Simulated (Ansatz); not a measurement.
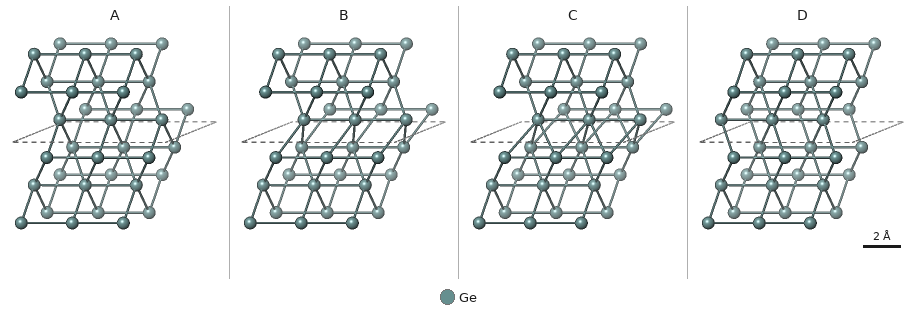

Frames of a one-coordinate scan of crystalline Ge (I4_1/amd). A ball-and-stick model of the layers on both sides of the dashed plane, seen from the side, nearly along that plane.

Method: Ansatz, DFT PBEsol, scalar-relativistic, plane waves, PAW. Settings: plane-wave cutoff 420 eV; k-point mesh 22 × 16 × 4; occupations gaussian; smearing width 0.15 eV; no spin polarisation. Energies (free energies at the smearing named) are counted from the relaxed crystal.

**What is being scanned?**

The crystal above a cut along the (−1 1 0) plane of the conventional cell (between a plane of Ge below and one of Ge above, 1.81 Å apart) is slid rigidly by fractions of an in-plane lattice vector 2.79 Å long (a generalised stacking fault). In the frames the slip is 0.00 (A), 0.30 (B), 0.40 (C), 0.50 (D). One cut stands in each cell, which starts 14.5 Å high; nothing is relaxed, and the dashed outline marks the cut. Their energies are 0 mJ/m², 287 mJ/m², 389 mJ/m², 425 mJ/m².
